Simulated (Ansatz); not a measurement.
Cr

Input file:

```
crystal:
  lattice:
    - [-1.392871085, 1.392871085, 1.392871085]
    - [1.392871085, -1.392871085, 1.392871085]
    - [1.392871085, 1.392871085, -1.392871085]
  atoms:
    - { symbol: Cr, position: [0.0, 0.0, 0.0] }
basis:
  ecutwfc: 420
kpoints:
  mp_grid: { grid: [20, 20, 20] }
hamiltonian:
  xc: pbesol
scf:
  occupations: { method: gaussian, width: 0.1 }
output:
  forces: true
  stress: true
  eigenvalues: true
  write_density: true
  write_potential: true
  elf: true
  volumetric_format: npy
```

Command:

```sh
ansatz run input.yaml --threads 1 --pin off --max-ram 2560MiB --backend cpu --events-out ev --progress --plain --runs-dir out
```

Below, planes, directions and counts refer to the conventional cell (a = 2.79 Å, b = 2.79 Å, c = 2.79 Å, α = 90.00°, β = 90.00°, γ = 90.00°).

Space group Im-3m; changed on purpose from its base cell (volume × 0.97); computed pressure about 9 GPa in this cell; computed without spin polarisation.

These are results of Ansatz 0.2.0, DFT PBEsol, scalar-relativistic, plane waves, PAW, not measurements.

**What can the converged valence pseudo-density and electron localisation function tell about the bonding?**

Cr–Cr (2.41 Å): the density is about 0.41 e/Å³ at the midpoint; the ELF is about 0.25 at the midpoint; no shared electron pair shows on this line.

**Metal or insulator at this level of theory?**

It is metallic or semimetallic at this level of theory: no gap opens.

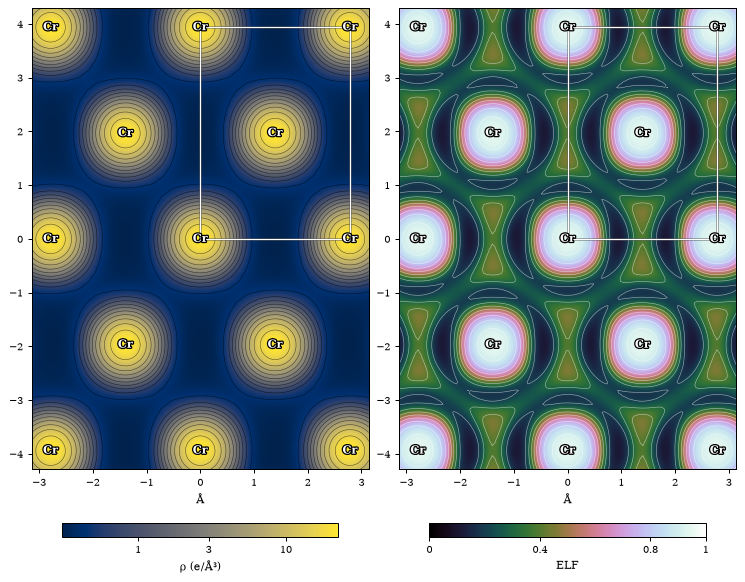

Computed valence pseudo-density and electron localisation function on the (11̄0) plane of the conventional cell, in this order. 
